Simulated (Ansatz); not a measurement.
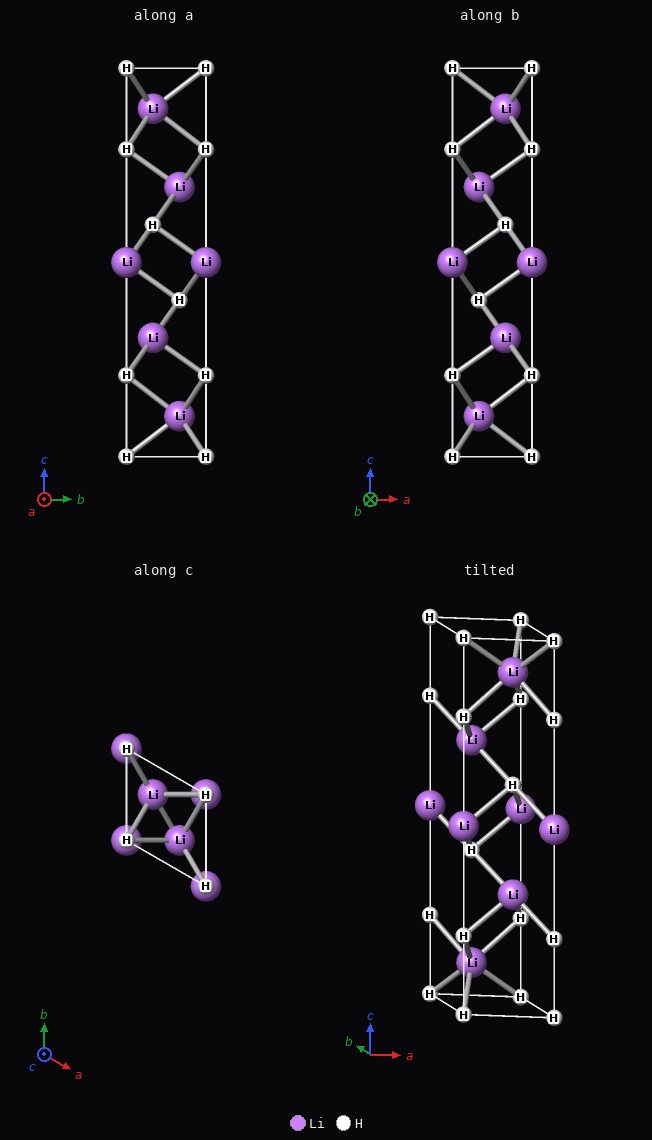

An orthographic ball-and-stick view of the structure, along the a axis, along the b axis, along the c axis and slightly off an axis. The wireframe shows the conventional unit cell.

Lattice parameters: a = 2.8109 Å, b = 2.8109 Å, c = 11.8870 Å, α = 90.000°, β = 90.000°, γ = 120.000°.

Q: Put the structure into a CIF with its space group and independent sites, with free fractional coordinates to two decimals.

A:
```cif
data_structure
_symmetry_space_group_name_H-M 'P -3 m 1'
_symmetry_Int_Tables_number 164
_cell_length_a 2.8109
_cell_length_b 2.8109
_cell_length_c 11.8870
_cell_angle_alpha 90.000
_cell_angle_beta 90.000
_cell_angle_gamma 120.000
_cell_volume 81.34
loop_
_atom_site_label
_atom_site_type_symbol
_atom_site_symmetry_multiplicity
_atom_site_Wyckoff_symbol
_atom_site_fract_x
_atom_site_fract_y
_atom_site_fract_z
_atom_site_occupancy
Li1 Li 2 d 0.3333 0.6667 0.69 1
H1 H 2 c 0.00 0.00 0.79 1
Li2 Li 2 d 0.6667 0.3333 0.90 1
H2 H 1 a 0.00 0.00 0.00 1
H3 H 2 d 0.3333 0.6667 0.40 1
Li3 Li 1 b 0.00 0.00 0.50 1
```

The initial geometry was a structure type filled with these elements by a generator (whether the compound takes this form wasn't checked). The structure drawn was relaxed with DFT PBE, scalar-relativistic, plane waves, PAW (Ansatz).
